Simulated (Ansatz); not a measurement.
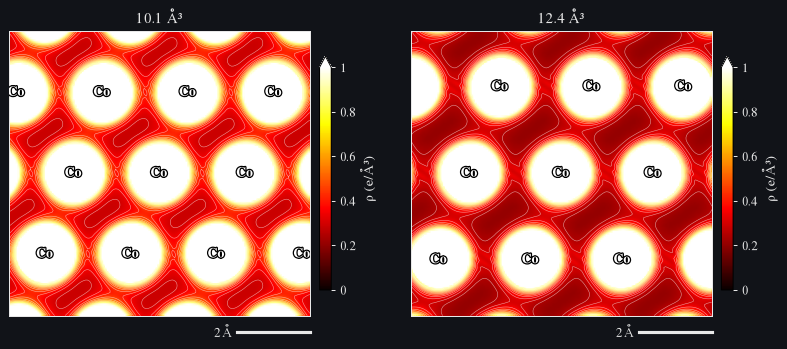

Co. The valence electron density of cells scaled evenly to different volumes (given per atom above each panel), on the (011̄) plane of each (indices in the axes of the cell below), at one length scale and on one colour scale.

A generated structure, not necessarily the stable one; spin-polarised.

All numbers below come from DFT, RPBE, plane waves (420 eV) with PAW, scalar-relativistic (Ansatz).

The largest cell:

```cif
data_structure
_symmetry_space_group_name_H-M 'P 1'
_symmetry_Int_Tables_number 1
_cell_length_a 2.5233
_cell_length_b 2.5233
_cell_length_c 2.5233
_cell_angle_alpha 109.471
_cell_angle_beta 109.471
_cell_angle_gamma 109.471
_cell_volume 12.37
loop_
_atom_site_label
_atom_site_type_symbol
_atom_site_fract_x
_atom_site_fract_y
_atom_site_fract_z
_atom_site_occupancy
Co1 Co 0.00000 0.00000 0.00000 1
```

| volume (Å³/atom) | Co–Co contact in the plane (Å) | ρ at its midpoint (e/Å³) | pressure (GPa) | largest moment (μB) | 
| --- | --- | --- | --- | --- |
| 10.08 | 2.357 | 0.384 | 31.7 | 1.78 | 
| 10.99 | 2.426 | ? | ? | ? | 
| 12.37 | 2.523 | 0.304 | −12.2 | 1.91 | 

**What values belong in the row with question marks?**

Over the known rows ln ρ falls by 1.41 per Å of Co–Co distance (the line through the two), which gives 0.348 e/Å³ at 2.426 Å; the calculation gives 0.363 e/Å³. For the pressure, a straight line in volume between the neighbouring rows gives 14.3 GPa; the calculation gives 7.8, lower because pressure rises ever faster on compression. For the largest moment, a straight line in volume between the neighbouring rows gives 1.83 μB; the calculation gives 1.83.
